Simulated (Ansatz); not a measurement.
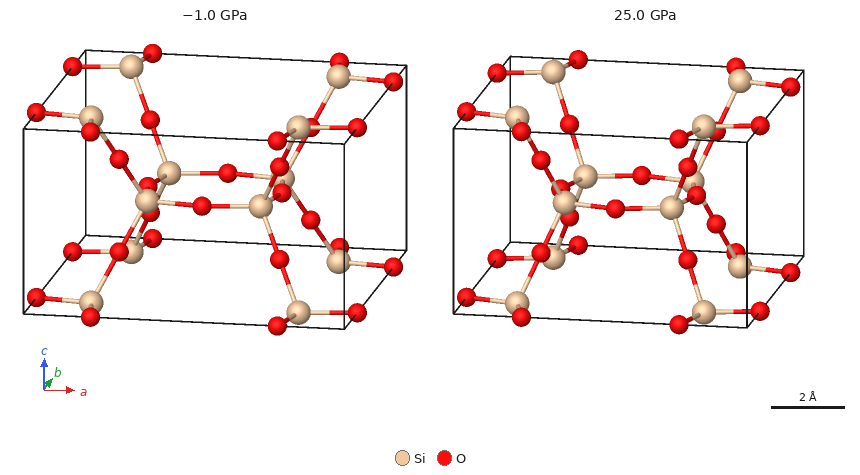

Crystalline SiO2 (set up in I4/mmm), relaxed (cell and atoms) at several target pressures. The picture shows the first and the last member. A ball-and-stick model of the conventional cell (2 times the calculation's cell), seen slightly off an axis. Lengths and directions refer to the drawn axes.

Computed with Ansatz 0.2.0: DFT PBE, scalar-relativistic, plane waves, PAW. Settings: plane-wave cutoff 420 eV; k-point mesh 6 × 6 × 6; occupations gaussian; smearing width 0.02 eV; no spin polarisation; cell and atoms relaxed; force threshold 0.008 eV/Å.

```json
{"pressure (GPa)": "−1.0", "volume (Å³/atom)": "17.978", "a (Å)": "9.039", "c (Å)": "5.281", "band gap (eV)": "5.33"}
{"pressure (GPa)": "0.0", "volume (Å³/atom)": "17.838", "a (Å)": "9.011", "c (Å)": "5.273", "band gap (eV)": "5.36"}
{"pressure (GPa)": "1.0", "volume (Å³/atom)": "17.696", "a (Å)": "8.982", "c (Å)": "5.265", "band gap (eV)": "5.38"}
{"pressure (GPa)": "4.0", "volume (Å³/atom)": "?", "a (Å)": "?", "c (Å)": "?", "band gap (eV)": "?"}
{"pressure (GPa)": "12.0", "volume (Å³/atom)": "16.396", "a (Å)": "8.683", "c (Å)": "5.219", "band gap (eV)": "5.44"}
{"pressure (GPa)": "25.0", "volume (Å³/atom)": "15.081", "a (Å)": "8.269", "c (Å)": "5.294", "band gap (eV)": "5.15"}
```

Fill in the missing row.

Answer. Murnaghan's form V = V₀(1 + B′P/B₀)^(−1/B′), with V₀ = 17.838 Å³ from the row at zero pressure, fits the other rows with B₀ = 135 GPa and B′ = 1.12 (largest miss 0.011 Å³). At 4.0 GPa it gives 17.838 × (1 + 1.12 × 4.0/135)^(−1/1.12) = 17.326 Å³ per atom. The calculation gives 17.302 Å³/atom (a = 8.898 Å, c = 5.245 Å). The estimate is 0.024 Å³/atom too high. For the gap a parabola through the rows −1.0, 0.0, 1.0 gives 5.38 eV, and the calculation 5.43 eV (semilocal gaps, lower than measured ones as a rule). From the first member to the last: O–Si 1.618 → 1.544 Å, O–Si 1.624 → 1.559 Å.

The whole series:

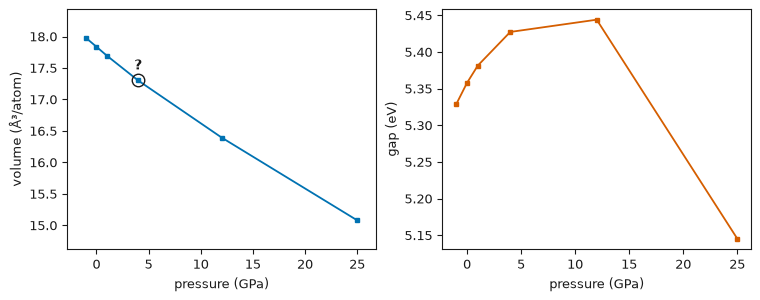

Each member starts from this one structure; whether another phase lies lower wasn't checked.
